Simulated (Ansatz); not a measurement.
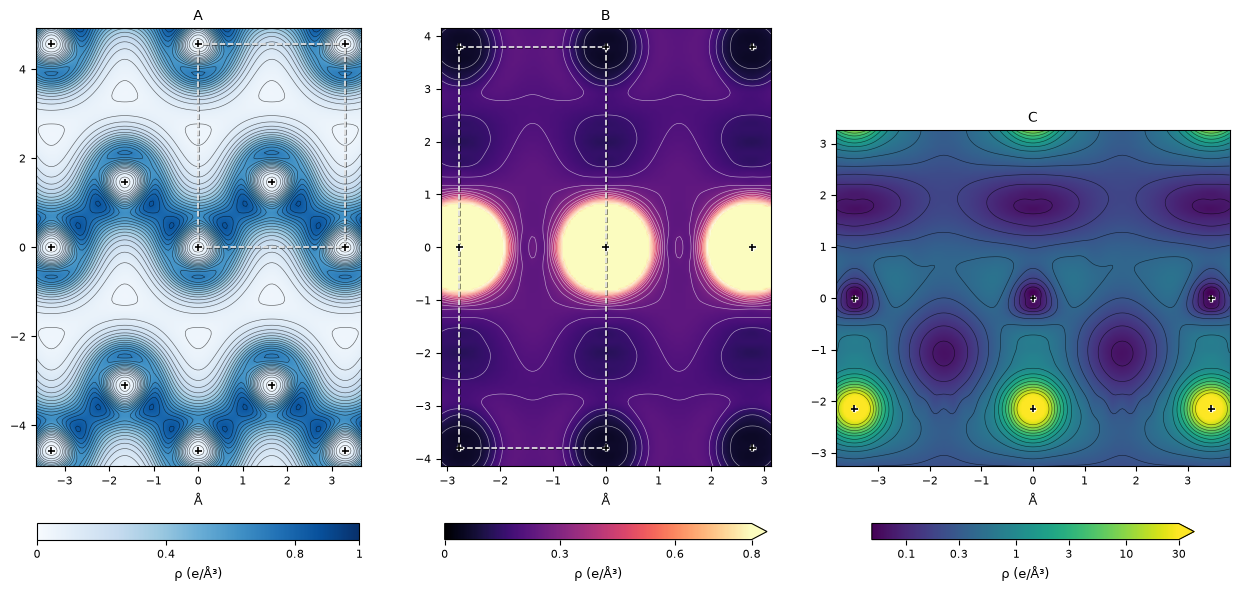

The valence pseudo-density of 3 systems, each on a plane through atoms (crosses mark nuclei in the plane).

Computed with DFT r2SCAN, scalar-relativistic, plane waves, PAW (Ansatz).

System 1: P, the (010) plane of the conventional cell. Space group Pmna; a structure from a database of computed crystals, not necessarily the ambient phase; changed on purpose from its base cell (uniaxial strain along c, a, b and atoms relaxed: -1.5 %).

```
P
1.0
     3.29910    0.00000    0.00000
     0.00000   34.98938    0.00000
     0.00000    0.00000    4.56659
P
4
Cartesian
  0.0000 33.9435 2.6916
  0.0000 1.0458 1.8750
  1.6496 1.0458 0.4083
  1.6496 33.9435 4.1583
```

System 2: SiGe, the (010) plane of the conventional cell. Space group P6₃mc; a structure from a database of computed crystals, not necessarily the ambient phase; computed pressure about 60 GPa in this cell.

```
CELL_PARAMETERS angstrom
3.46158 0.00000 0.00000
-1.73079 2.99781 0.00000
0.00000 0.00000 5.81959
ATOMIC_POSITIONS crystal
Si 0.66667 0.33333 0.87173
Si 0.33333 0.66667 0.37173
Ge 0.66667 0.33333 0.50327
Ge 0.33333 0.66667 0.00327
```

System 3: Al3Cu, the (010) plane of the conventional cell. Space group P4/mmm; a structure from a database of computed crystals, not necessarily the ambient phase; computed without spin polarisation.

> Which map belongs to which system?

Panel A is system 1, P: the plane holds P. P–P (2.21 Å): the density is about 0.79 e/Å³ at the midpoint. Panel B is system 3, Al3Cu: the plane holds Al and Cu. Al–Al (2.77 Å): ρ at the midpoint is about 0.22 e/Å³. Panel C is system 2, SiGe: the plane holds Si and Ge. Si–Ge (2.14 Å): ρ at the midpoint is about 0.77 e/Å³.
